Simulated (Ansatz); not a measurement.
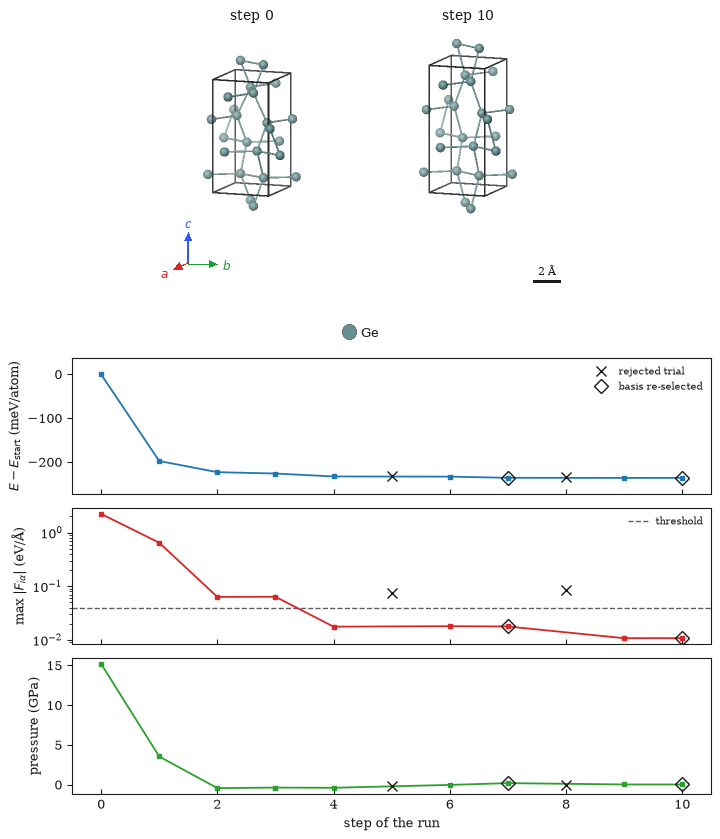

First and last geometry of a relaxation of solid Ge (a generated structure, set up in Ccce) (coarse preliminary run), with the history of the run. The picture is a ball-and-stick view of the cell of the calculation, seen slightly off an axis.

Method: DFT PBE, scalar-relativistic, plane waves, PAW in Ansatz 0.2.0.

Input
```yaml
crystal:
  lattice:
    - [2.97386459, -3.19330991, 0.0]
    - [2.97386459, 3.19330991, 0.0]
    - [0.0, 0.0, 8.5639806]
  atoms:
    - { symbol: Ge, position: [0.25974399, 0.13154399, 0.62123699] }
    - { symbol: Ge, position: [0.36845601, 0.24025601, 0.12123699] }
    - { symbol: Ge, position: [0.74025601, 0.86845601, 0.62123699] }
    - { symbol: Ge, position: [0.75974399, 0.63154399, 0.87876301] }
    - { symbol: Ge, position: [0.63154399, 0.75974399, 0.12123699] }
    - { symbol: Ge, position: [0.24025601, 0.36845601, 0.87876301] }
    - { symbol: Ge, position: [0.86845601, 0.74025601, 0.37876301] }
    - { symbol: Ge, position: [0.13154399, 0.25974399, 0.37876301] }
basis:
  ecutwfc: 420
kpoints:
  mp_grid: { grid: [4, 4, 2] }
hamiltonian:
  xc: pbe
scf:
  occupations: { method: gaussian, width: 0.1 }
  lower_state_search: "off"
output:
  forces: true
  stress: true
  eigenvalues: true
relax:
  adjacent_minimum: "off"
  f_tol: 0.04
  max_steps: 70
  cell: { stress_tol: 0.4 }
```

Run as
```bash
ansatz run input.yaml --threads 1 --pin off --max-ram 2560MiB --backend cpu --events-out ev --progress --plain --runs-dir out
```

> Read the history and describe the run.

It converged. Over 6 accepted moves (10 points after the start) the energy falls by 236 meV per atom. Largest force component: 2.2 eV/Å at the start, 0.011 eV/Å at the end. The pressure goes from 15.20 to 0.03 GPa. The line search rejected the trial steps at points 5, 8 of the run. At 2 points the geometry stayed and the basis and grid were re-selected for the new cell (energy shift of 2.7 meV per atom at most each time). The largest moves relative to the cell, 0.12 Å, are those of 8 atoms (Ge1, Ge2, Ge3, Ge4 and others). Ge8 goes roughly along [3 1 −1]. The volume changes by +12.4 %, with a = b 4.364 → 4.358 Å (−0.1 %), c 8.564 → 9.642 Å (+12.6 %), γ 94.1° → 93.5°. Some distances before and after: Ge1–Ge8 2.232 → 2.544 Å, Ge1–Ge3 2.467 → 2.598 Å, Ge1–Ge6 2.440 → 2.518 Å, Ge1–Ge3 (another image) 2.461 → 2.530 Å. Bond angles that change, for instance: Ge6–Ge2–Ge8 135.9° → 146.3°, Ge5–Ge2–Ge5 124.6° → 116.4°, Ge5–Ge2–Ge6 110.7° → 105.5°. The space group stays Ccce (No. 68).

| step | E − E(0), meV/atom | largest force component, eV/Å | pressure, GPa | volume, Å³/atom | note |
| --- | --- | --- | --- | --- | --- |
| 0 | 0.00 | 2.2355 | 15.20 | 20.332 |  |
| 1 | -197.64 | 0.6489 | 3.55 | 22.873 |  |
| 2 | -223.11 | 0.0633 | -0.42 | 24.150 |  |
| 3 | -226.20 | 0.0638 | -0.36 | 23.905 |  |
| 4 | -232.88 | 0.0176 | -0.38 | 23.099 |  |
| 5 | -231.63 | 0.0749 | -0.13 | 22.563 | rejected |
| 6 | -233.26 | 0.0180 | -0.02 | 22.875 |  |
| 7 | -235.94 | 0.0178 | 0.20 | 22.875 | same geometry, new basis |
| 8 | -234.35 | 0.0850 | -0.04 | 22.804 | rejected |
| 9 | -236.18 | 0.0108 | 0.03 | 22.848 |  |
| 10 | -236.17 | 0.0108 | 0.03 | 22.848 | same geometry, new basis |
